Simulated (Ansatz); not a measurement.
## Nudged elastic band, with input and output: Al (part 2 of 2)

Al (defect cell, 31 atoms in the cell); DFT PBE, scalar-relativistic, plane waves, PAW, PAW set soft_1, no spin polarisation (Ansatz 0.2.0); cutoff 420 eV, 3×3×3 k-mesh, Fermi–Dirac smearing of 0.15 eV. One setting was made poor on purpose. It belongs to a series of runs on one base structure; here: band between the two ends.

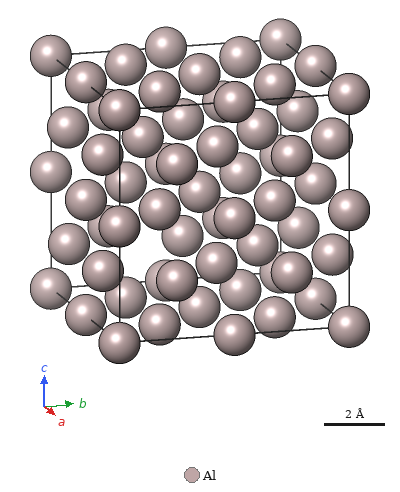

Figure 1. The input geometry (spheres-only view of the cell of the calculation, seen slightly off an axis). An atom can appear more than once, as a periodic image.

## Output, continued
```
--- Forces (eV/Å), atoms counted from 1 ---
  atom   1  Al     0.00021787     0.00102663     0.00021156
  atom   2  Al    -0.00105552    -0.00021611     0.00020246
  atom   3  Al     0.00252268    -0.00252347    -0.00001944
  atom   4  Al    -0.00094198    -0.00072354     0.00067837
  atom   5  Al    -0.00141898    -0.00186794    -0.00137738
  atom   6  Al     0.00176871     0.00133331    -0.00139174
  atom   7  Al     0.00071163     0.00094848     0.00072201
  atom   8  Al    -0.00297994    -0.00073922     0.00000320
  atom   9  Al     0.00075350     0.00301770    -0.00000645
  atom  10  Al     0.00020029     0.00105885    -0.00022289
  atom  11  Al    -0.00107685    -0.00019886    -0.00019419
  atom  12  Al    -0.00285298     0.00291137     0.00000483
  atom  13  Al     0.00083498    -0.00008240     0.00014310
  atom  14  Al     0.00006335    -0.00085192     0.00015631
  atom  15  Al    -0.00073438    -0.00304342    -0.00001816
  atom  16  Al    -0.00047872     0.00087334    -0.00006013
  atom  17  Al     0.00305662     0.00076554    -0.00001885
  atom  18  Al    -0.00091432    -0.00073254    -0.00070072
  atom  19  Al    -0.00139810    -0.00186349     0.00144663
  atom  20  Al     0.00178913     0.00132317     0.00142407
  atom  21  Al     0.00073822     0.00093462    -0.00071694
  atom  22  Al     0.00105202    -0.00182465    -0.00000713
  atom  23  Al     0.00165623    -0.00168037    -0.00001616
  atom  24  Al     0.00179775    -0.00107618    -0.00000035
  atom  25  Al    -0.00269480     0.00268968    -0.00000300
  atom  26  Al     0.00083290    -0.00006651    -0.00013615
  atom  27  Al     0.00004252    -0.00084313    -0.00012182
  atom  28  Al    -0.00200166     0.00067906     0.00000406
  atom  29  Al    -0.00155888     0.00158617     0.00001398
  atom  30  Al    -0.00072133     0.00203367     0.00000430
  atom  31  Al     0.00278959    -0.00284776    -0.00000415
  max |Σ_I F_I| component: 7.98e-7 eV/Å
--- Band table (eV; the first three rows and the last of 14) ---
  k-point 0: bands = ["-3.4139", "-1.3277", "-1.2871", "-1.2160", "-1.2121", "-1.0002", "-0.9866", "0.8625", "0.8761", "0.9079", "0.9294", "0.9632", "0.9716", "1.0080", "1.0199", "1.0450", "1.1190", "1.3027", "1.7435", "3.0586", "3.0900", "3.1598", "3.1751", "3.2062", "3.2516", "3.6009", "3.7009", "4.7857", "4.7944", "4.8295", "5.9208", "6.1068", "6.2237", "6.6499", "6.6800", "6.7211", "6.7353", "6.7663", "6.8361", "6.8756", "6.8917", "6.8952", "7.0508", "7.1276", "7.1997", "7.5450", "7.7996", "7.9012", "7.9648", "7.9807", "8.0169", "8.5109", "8.5859", "8.6378", "8.6525", "8.6791", "8.7330", "8.8251", "8.8482", "8.9218", "8.9489", "9.0034", "9.0535", "9.1093", "9.1274", "9.1981", "9.2195", "9.2250", "9.6674", "10.1317", "10.1864", "10.3541", "10.3638", "10.4179", "10.4349", "10.4487", "10.5523", "10.5627", "10.6704", "10.7001", "11.1583", "12.8443", "12.9282", "13.0615", "13.0836", "13.2367"]
  k-point 1: bands = ["-3.1833", "-2.3689", "-1.0859", "-0.9765", "-0.9573", "-0.8217", "-0.3332", "-0.2146", "-0.1550", "0.1604", "0.5441", "1.1655", "1.2416", "1.3131", "1.3301", "1.9041", "2.0545", "2.1596", "2.2117", "2.5676", "2.6792", "2.7557", "2.7896", "3.1109", "4.6781", "4.7252", "4.7825", "4.8455", "4.8798", "4.8844", "5.0256", "5.0536", "5.1361", "5.1705", "5.7699", "5.8640", "6.1629", "6.4427", "6.8218", "6.8472", "6.9390", "6.9500", "7.0574", "7.0622", "7.0823", "7.1205", "7.1423", "7.4539", "7.8691", "7.8772", "7.8885", "8.0859", "8.2634", "8.4193", "8.4223", "8.4925", "8.5035", "8.6968", "8.7821", "8.9977", "9.3281", "9.3797", "9.6787", "9.8281", "10.1142", "10.4654", "10.5135", "10.5544", "10.6427", "10.6752", "10.7115", "10.7898", "10.8300", "10.8316", "11.1985", "11.6026", "11.8536", "11.8672", "11.9653", "12.0773", "12.2086", "12.2276", "12.5267", "12.6157", "12.7180", "12.7510"]
  k-point 2: bands = ["-3.1681", "-2.4211", "-1.0140", "-0.9691", "-0.9360", "-0.8162", "-0.2779", "-0.2274", "-0.1575", "-0.0036", "0.5454", "1.2222", "1.2311", "1.2870", "1.4462", "1.9633", "1.9708", "2.0288", "2.1670", "2.6385", "2.6981", "2.7275", "2.7983", "3.1549", "4.7323", "4.7480", "4.8073", "4.8426", "4.8443", "4.9381", "4.9875", "5.0589", "5.0822", "5.2010", "5.7126", "5.7401", "6.3159", "6.3580", "6.8298", "6.8778", "6.8918", "6.9518", "7.0229", "7.0946", "7.1482", "7.1611", "7.2460", "7.4086", "7.6774", "7.7752", "7.8709", "8.1440", "8.3422", "8.4197", "8.5023", "8.5401", "8.6247", "8.7506", "8.7533", "9.2466", "9.2501", "9.2896", "9.3720", "9.9855", "10.0842", "10.4162", "10.4742", "10.5179", "10.5500", "10.6419", "10.6987", "10.7053", "10.8431", "10.8715", "11.1284", "11.8140", "11.8880", "11.9588", "11.9664", "11.9990", "12.1479", "12.2382", "12.5201", "12.5632", "12.6428", "12.6632"]
  k-point 13: bands = ["-2.6920", "-2.0195", "-1.9451", "-1.8111", "-1.2572", "-1.2055", "-0.9358", "-0.3716", "0.9196", "0.9848", "1.1042", "1.6415", "1.6656", "1.6815", "1.7362", "1.9207", "2.0451", "2.4649", "2.5191", "2.6086", "3.1599", "3.1600", "3.2554", "3.7766", "3.8008", "3.8567", "3.9827", "4.0236", "4.0823", "4.3802", "4.4761", "4.7200", "4.7511", "4.8310", "5.0941", "5.3733", "5.4725", "5.5743", "6.6243", "6.6689", "6.7077", "6.7771", "6.8324", "6.9601", "7.3437", "7.4318", "7.4513", "7.5391", "7.5973", "7.7891", "8.1761", "8.6755", "8.6799", "8.8725", "9.1019", "9.1290", "9.2020", "9.4211", "9.5901", "9.6146", "9.6971", "9.7396", "9.7504", "9.8367", "9.8992", "10.0092", "10.2431", "10.3150", "10.3732", "10.5288", "10.6630", "10.7351", "12.2012", "12.2477", "12.3314", "12.3337", "12.3996", "12.4018", "12.4705", "12.5147", "12.5304", "12.5332", "12.6218", "12.6920", "12.7865", "12.8985"]
this run last wrote the band of iteration 4 to [file]; this run last wrote the band within `neb.f_tol` of iteration 3 to [file]
--- NEB band (3 images, 4 band iterations, 40 SCF iterations) ---
  forward barrier  = 0.629518 eV
  backward barrier = 0.627799 eV
  lagrangian_above_aufbau_ev (what the smearing adds, to first order; not taken off the barriers): saddle image -0.442574 eV, end points -0.397051 and -0.400460 eV
  climbing image's point = of an order that was not read
  energies are F+E_penalty+E_count in eV, relative to image 0
  image     s (Å)  Δ vs image 0  max|band force component| (eV/Å)
      0    0.0000      0.000000                                 —
  *   1    1.4435      0.629518                          3.082e-3
      2    2.8853      0.001719                                 —
  climbing-image geometry (image 1):
  cell:  # Å, volume = 531.4410 Å³
    - [8.1, 0.0, 0.0]
    - [0.0, 8.1, 0.0]
    - [0.0, 0.0, 8.1]
  atoms:
    - { symbol: Al, position: [0.500902552870264, 0.0032716514540996706, 0.004757564232796326] }
    - { symbol: Al, position: [0.7463572033827709, 0.24872443924642978, 0.004759645409697351] }
    - { symbol: Al, position: [0.7480276526495161, 0.0015970638095722744, 0.24969267467931178] }
    - { symbol: Al, position: [-0.00106754827724393, -0.0013286025467119523, -0.00024621868816912437] }
    - { symbol: Al, position: [0.24418838450746724, 0.2439371566297734, -0.01824617551921266] }
    - { symbol: Al, position: [0.5056893799279923, 0.5054365937702138, -0.018231169295212422] }
    - { symbol: Al, position: [0.750956203588967, 0.7506938668094737, -0.00024791465710790423] }
    - { symbol: Al, position: [0.2546737288169799, 0.00727359070103604, 0.24969189682451043] }
    - { symbol: Al, position: [0.7423539274803682, 0.49495135713994864, 0.2496923095730253] }
    - { symbol: Al, position: [0.5009027269051531, 0.0032704115320147512, 0.4946276179060547] }
    - { symbol: Al, position: [0.7463574105934959, 0.24872387611836275, 0.4946247509430754] }
    - { symbol: Al, position: [0.7501557029797099, -0.000531221140924752, 0.7496925625276909] }
    - { symbol: Al, position: [0.0035373989187044894, 0.5006550334559671, 0.004766413347420087] }
    - { symbol: Al, position: [0.24897366499081797, 0.7460913254562568, 0.00476778646365671] }
    - { symbol: Al, position: [0.007522979835562946, 0.2544161066768562, 0.24969224600459158] }
    - { symbol: Al, position: [0.37486153521422294, 0.374734272277857, 0.24969276781740676] }
    - { symbol: Al, position: [0.4952106858455217, 0.7421038993049179, 0.24969208474542678] }
    - { symbol: Al, position: [-0.0010685665593329905, -0.0013290775423729518, 0.49963155929698255] }
    - { symbol: Al, position: [0.24418727995805672, 0.2439355922516687, 0.5176287948160612] }
    - { symbol: Al, position: [0.5056893229551912, 0.5054368358196384, 0.5176150298847737] }
    - { symbol: Al, position: [0.7509554102720079, 0.7506938218087995, 0.4996323197958959] }
    - { symbol: Al, position: [0.2488050570934022, -0.00923130531853577, 0.7496921531676997] }
    - { symbol: Al, position: [0.5029954755149658, 0.24663691392304443, 0.7496919846918783] }
    - { symbol: Al, position: [0.7588538676817053, 0.5008249504284737, 0.7496920019188283] }
    - { symbol: Al, position: [0.0018551706575703954, 0.7477707217149323, 0.24969218058266654] }
    - { symbol: Al, position: [0.003537214109630596, 0.500654601256275, 0.4946173838104701] }
    - { symbol: Al, position: [0.24897393944597007, 0.7460910662144162, 0.49461484742827977] }
    - { symbol: Al, position: [-0.00897105972417655, 0.2485644624907216, 0.7496921247032876] }
    - { symbol: Al, position: [0.24688771265906365, 0.5027424592984988, 0.7496910195551895] }
    - { symbol: Al, position: [0.5010643566155344, 0.7585898407593066, 0.7496923068253888] }
    - { symbol: Al, position: [-0.0002709709098579821, 0.7499005461999917, 0.7496920012076375] }
```

## The last band as extended XYZ (Å, eV, eV/Å)
```
31
Lattice="8.1000 0.0000 0.0000 0.0000 8.1000 0.0000 0.0000 0.0000 8.1000" Properties=species:S:1:pos:R:3:forces:R:3 image=0 energy=-16662.80440
Al    4.0492    0.0160    0.0163   -0.0009   0.0009  -0.0009
Al    6.0521    2.0201    0.0169    0.0006   0.0006  -0.0011
Al    6.0527    0.0162    2.0197    0.0000   0.0000   0.0012
Al   -0.0013   -0.0104   -0.0100    0.0007   0.0007   0.0005
Al    2.0462    2.0196    0.0174   -0.0015  -0.0005  -0.0028
Al    4.0486    4.0238    0.0163    0.0013   0.0000   0.0005
Al    6.0781    6.0704   -0.0100    0.0012  -0.0007  -0.0009
Al    2.0453    0.0153    2.0200   -0.0002   0.0013   0.0000
Al    6.0527    4.0246    2.0197    0.0006  -0.0020  -0.0001
Al    4.0489    0.0163    4.0230    0.0013   0.0006   0.0017
Al    6.0528    2.0210    4.0228   -0.0004  -0.0028   0.0003
Al    6.0792   -0.0073    6.0692   -0.0013  -0.0058   0.0013
Al   -0.0009    4.0488   -0.0098   -0.0001   0.0016   0.0000
Al    2.0193    6.0693   -0.0089   -0.0013   0.0009  -0.0029
Al   -0.0003    2.0192    2.0192   -0.0023   0.0013   0.0026
Al    2.0455    4.0228    2.0209    0.0003   0.0012  -0.0010
Al    4.0485    6.0697    2.0201    0.0017   0.0003   0.0009
Al   -0.0006   -0.0098    4.0489   -0.0004   0.0003   0.0023
Al    2.0465    2.0197    4.0239   -0.0029   0.0002  -0.0011
Al    4.0499    4.0244    4.0238   -0.0022  -0.0002   0.0004
Al    6.0792    6.0710    4.0501   -0.0010  -0.0024  -0.0007
Al    2.0185   -0.0101    6.0705    0.0017  -0.0001  -0.0005
Al    4.0483    2.0203    6.0697    0.0022  -0.0009   0.0009
Al    6.0782    4.0497    6.0705    0.0012   0.0002  -0.0012
Al   -0.0012    6.0687    2.0196    0.0006   0.0023   0.0014
Al   -0.0010    4.0486    4.0496   -0.0002   0.0025   0.0009
Al    2.0188    6.0696    4.0504    0.0003   0.0005  -0.0015
Al   -0.0004    2.0201    6.0701   -0.0003   0.0003  -0.0003
Al    2.0196    4.0502    6.0702   -0.0009  -0.0015  -0.0001
Al    4.0490    6.0711    6.0698    0.0004  -0.0010   0.0005
Al   -0.0020    6.0693    6.0702    0.0019   0.0022  -0.0005
31
Lattice="8.1000 0.0000 0.0000 0.0000 8.1000 0.0000 0.0000 0.0000 8.1000" Properties=species:S:1:pos:R:3:forces:R:3 image=1 energy=-16662.17488
Al    4.0573    0.0265    0.0385    0.0002   0.0010   0.0002
Al    6.0455    2.0147    0.0386   -0.0011  -0.0002   0.0002
Al    6.0590    0.0129    2.0225    0.0025  -0.0025   0.0000
Al   -0.0086   -0.0108   -0.0020   -0.0009  -0.0007   0.0007
Al    1.9779    1.9759   -0.1478   -0.0014  -0.0019  -0.0014
Al    4.0961    4.0940   -0.1477    0.0018   0.0013  -0.0014
Al    6.0827    6.0806   -0.0020    0.0007   0.0009   0.0007
Al    2.0629    0.0589    2.0225   -0.0030  -0.0007   0.0000
Al    6.0131    4.0091    2.0225    0.0008   0.0030   0.0000
Al    4.0573    0.0265    4.0065    0.0002   0.0011  -0.0002
Al    6.0455    2.0147    4.0065   -0.0011  -0.0002  -0.0002
Al    6.0763   -0.0043    6.0725   -0.0029   0.0029   0.0000
Al    0.0287    4.0553    0.0386    0.0008  -0.0001   0.0001
Al    2.0167    6.0433    0.0386    0.0001  -0.0009   0.0002
Al    0.0609    2.0608    2.0225   -0.0007  -0.0030   0.0000
Al    3.0364    3.0353    2.0225   -0.0005   0.0009  -0.0001
Al    4.0112    6.0110    2.0225    0.0031   0.0008   0.0000
Al   -0.0087   -0.0108    4.0470   -0.0009  -0.0007  -0.0007
Al    1.9779    1.9759    4.1928   -0.0014  -0.0019   0.0014
Al    4.0961    4.0940    4.1927    0.0018   0.0013   0.0014
Al    6.0827    6.0806    4.0470    0.0007   0.0009  -0.0007
Al    2.0153   -0.0748    6.0725    0.0011  -0.0018   0.0000
Al    4.0743    1.9978    6.0725    0.0017  -0.0017   0.0000
Al    6.1467    4.0567    6.0725    0.0018  -0.0011   0.0000
Al    0.0150    6.0569    2.0225   -0.0027   0.0027   0.0000
Al    0.0287    4.0553    4.0064    0.0008  -0.0001  -0.0001
Al    2.0167    6.0433    4.0064    0.0000  -0.0008  -0.0001
Al   -0.0727    2.0134    6.0725   -0.0020   0.0007   0.0000
Al    1.9998    4.0722    6.0725   -0.0016   0.0016   0.0000
Al    4.0586    6.1446    6.0725   -0.0007   0.0020   0.0000
Al   -0.0022    6.0742    6.0725    0.0028  -0.0028   0.0000
31
Lattice="8.1000 0.0000 0.0000 0.0000 8.1000 0.0000 0.0000 0.0000 8.1000" Properties=species:S:1:pos:R:3:forces:R:3 image=2 energy=-16662.80268
Al    4.0566    0.0000   -0.0066   -0.0175   0.0000   0.0175
Al    6.0750    2.0184   -0.0066    0.0000   0.0175   0.0175
Al    6.0750    0.0000    2.0250    0.0000   0.0000   0.0000
Al   -0.0066    0.0000   -0.0066    0.0175   0.0000   0.0175
Al    2.0250    2.0509    0.0259    0.0000  -0.0252  -0.0252
Al    4.0241    4.0500    0.0259    0.0252   0.0000  -0.0252
Al    6.0750    6.0816   -0.0066    0.0000  -0.0175   0.0175
Al    2.0250    0.0000    2.0250    0.0000   0.0000   0.0000
Al    6.0750    4.0500    2.0250    0.0000   0.0000   0.0000
Al    4.0566    0.0000    4.0566   -0.0175   0.0000  -0.0175
Al    6.0750    2.0184    4.0566    0.0000   0.0175  -0.0175
Al    6.0750    0.0000    6.0750    0.0000   0.0000   0.0000
Al    0.0259    4.0500    0.0259   -0.0252   0.0000  -0.0252
Al    2.0250    6.0491    0.0259    0.0000   0.0252  -0.0252
Al    0.0259    2.0509    2.0250   -0.0252  -0.0252   0.0000
Al    4.0241    2.0509    2.0250    0.0252  -0.0252   0.0000
Al    4.0241    6.0491    2.0250    0.0252   0.0252   0.0000
Al   -0.0066    0.0000    4.0566    0.0175   0.0000  -0.0175
Al    2.0250    2.0509    4.0241    0.0000  -0.0252   0.0252
Al    4.0241    4.0500    4.0241    0.0252   0.0000   0.0252
Al    6.0750    6.0816    4.0566    0.0000  -0.0175  -0.0175
Al    2.0250    0.0000    6.0750    0.0000   0.0000   0.0000
Al    4.0566    2.0184    6.0750   -0.0175   0.0175   0.0000
Al    6.0750    4.0500    6.0750    0.0000   0.0000   0.0000
Al    0.0259    6.0491    2.0250   -0.0252   0.0252   0.0000
Al    0.0259    4.0500    4.0241   -0.0252   0.0000   0.0252
Al    2.0250    6.0491    4.0241    0.0000   0.0252   0.0252
Al   -0.0066    2.0184    6.0750    0.0175   0.0175   0.0000
Al    2.0250    4.0500    6.0750    0.0000   0.0000   0.0000
Al    4.0566    6.0816    6.0750   -0.0175  -0.0175   0.0000
Al   -0.0066    6.0816    6.0750    0.0175  -0.0175   0.0000
```

## Results in brief

```csv
quantity,value
outcome,converged
"barrier, forward",0.629 eV
"barrier, backward",0.628 eV
electrons treated,93
hardware,"4 threads of Arm Neoverse V2, 24 GiB of memory available, shared host"
wall time,93 s (CPU time 6.1 min)
peak memory,1.8 GiB
```

## Remarks

A deliberately poor setting: few images. The order of the saddle point was not checked.
